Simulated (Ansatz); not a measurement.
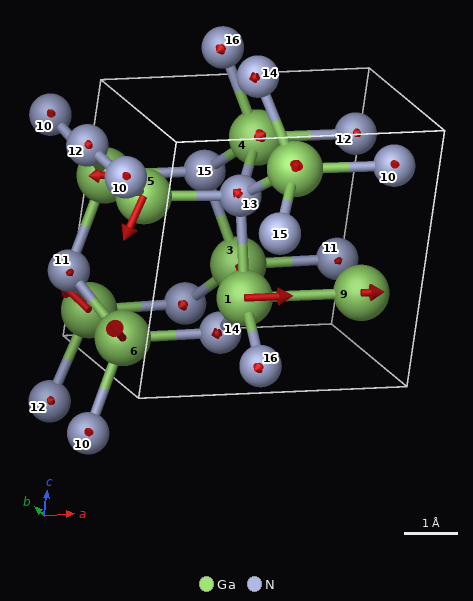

A relaxation of a defect cell of composition Ga9N7 (cell charge −1). The starting structure is drawn; red arrows show the displacements, 20 times their true length.

The picture is a ball-and-stick view of the cell of the calculation, seen slightly off an axis.

Case: Ga on a N site (b), charge -1, atoms relaxed at the host's cell.

All numbers below come from Ansatz, DFT PBE, scalar-relativistic, plane waves, PAW.

The input:
```yaml
crystal:
  lattice:
    - [0.0, 0.0, 5.2431684095]
    - [3.2183708159, 5.5743817708, 0.0]
    - [-6.4367416318, -1.0e-10, 0.0]
  atoms:
    - { symbol: Ga, position: [0.3954363207, 0.1666666667, 0.3333333333], spin: 0.2 }
    - { symbol: Ga, position: [0.5121674006, 0.1643407695, 0.8321703848] }
    - { symbol: Ga, position: [0.5121674006, 0.6678296152, 0.3356592305] }
    - { symbol: Ga, position: [0.5121674006, 0.6678296152, 0.8321703848] }
    - { symbol: Ga, position: [1.0190440667, 0.3514767483, 0.7029534966], spin: 0.2 }
    - { symbol: Ga, position: [1.0190440667, 0.3514767483, 0.1485232517], spin: 0.2 }
    - { symbol: Ga, position: [1.0142834284, 0.8333333333, 0.6666666667] }
    - { symbol: Ga, position: [1.0190440667, 0.7970465034, 0.1485232517], spin: 0.2 }
    - { symbol: Ga, position: [0.8299761039, 0.1666666667, 0.3333333333], spin: 0.2 }
    - { symbol: "N", position: [0.8808238904, 0.1595900214, 0.8297950107] }
    - { symbol: "N", position: [0.8808238904, 0.6702049893, 0.3404099786] }
    - { symbol: "N", position: [0.8808238904, 0.6702049893, 0.8297950107] }
    - { symbol: "N", position: [0.379285916, 0.3449542133, 0.6899084265] }
    - { symbol: "N", position: [0.379285916, 0.3449542133, 0.1550457867] }
    - { symbol: "N", position: [0.3863403261, 0.8333333333, 0.6666666667] }
    - { symbol: "N", position: [0.379285916, 0.8100915735, 0.1550457867] }
  host:
    lattice:
      - [3.2183708159, 0.0, 0.0]
      - [-1.609185408, 2.7871908854, 0.0]
      - [0.0, 0.0, 5.2431684095]
    atoms:
      - { symbol: Ga, position: [0.6666666667, 0.3333333333, 0.4991348631] }
      - { symbol: Ga, position: [0.3333333333, 0.6666666667, 0.9991348631] }
      - { symbol: "N", position: [0.6666666667, 0.3333333333, 0.8758651369] }
      - { symbol: "N", position: [0.3333333333, 0.6666666667, 0.3758651369] }
total_charge: -1
basis:
  ecutwfc: 420
  xc_grid: 2
kpoints:
  mp_grid: { grid: [4, 4, 4], shift: [0.0, 0.0, 0.0] }
hamiltonian:
  xc: pbe
scf:
  occupations: { method: gaussian, width: 0.01 }
output:
  forces: true
  stress: false
  eigenvalues: true
  populations: true
  charged_corrections:
    defect_position: [0.87586514, 0.16666667, 0.33333333]
    epsilon: [[10.4928, 0.0, 0.0], [0.0, 10.4928, 0.0], [0.0, 0.0, 11.6882]]
  write_density: true
  write_potential: true
  elf: true
  volumetric_format: npy
magnetization:
  spin_polarized: true
relax:
  adjacent_minimum: "off"
  f_tol: 0.025
  max_steps: 45
```

Launched with:
```bash
ansatz run input.yaml --threads 4 --pin off --max-ram 10240MiB --backend cpu --events-out ev --progress --plain --runs-dir out
```

### Which element moves most?

Gallium: up to 0.048 Å, against 0.010 Å for nitrogen.

### What did the optimiser do to the structure, and how much energy did it gain?

After 4 geometry steps the energy has fallen by 0.101 eV per cell of the calculation. The largest force component goes from 0.94 to 0.0046 eV/Å. The largest moves, 0.048 Å, are those of Ga1, Ga5, Ga6 and Ga8. Ga1 goes along +a. Largest moves by element: Ga 0.048 Å, N 0.010 Å. The cell doesn't change. Near-neighbour distances that change, for instance: Ga5–Ga9 2.286 → 2.229 Å, Ga1–Ga9 2.278 → 2.254 Å, Ga2–N15 1.960 → 1.974 Å, Ga7–N15 1.951 → 1.965 Å. Among the angles between lasting bonds that change: Ga5–N12–Ga8 96.0° → 99.0°. The program noted that the starting moments weren't kept.

Limits of the set-up: the periodic images lie only 5.2 Å apart, so the values are limited by the cell's size; the cell is charged, on a uniform background, and energies carry no finite-size correction.
